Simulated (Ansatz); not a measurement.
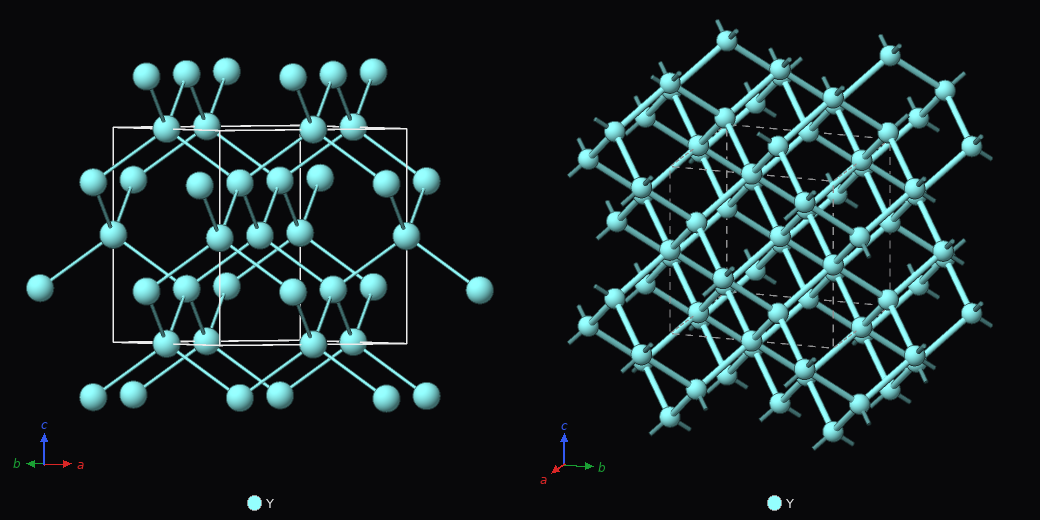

Left: the structure. Right: its underlying net. Nodes are coloured by element. Edges to nodes outside the piece are drawn as stubs.

Y (space group Fd-3m, No. 227): the geometry relaxed with DFT, PBE, plane waves (420 eV) with PAW, scalar-relativistic in Ansatz 0.2.0; the starting structure was generated, so it need not be a known form of this composition.

Bonds are taken as Y–Y below 3.4 Å; no other contact counts. Simplification: prune 0- and 1-connected atoms, fold 2-connected ones into links.

The result is a uninodal 4-connected, three-periodic net: Y is a 4-connected node. It is the dia net, known from diamond, zinc blende and cristobalite. It is a single net, without interpenetration.

```csv
node,links,point symbol,coordination sequence
Y,4,6^6,4 12 24 42 64 92 124 162
```
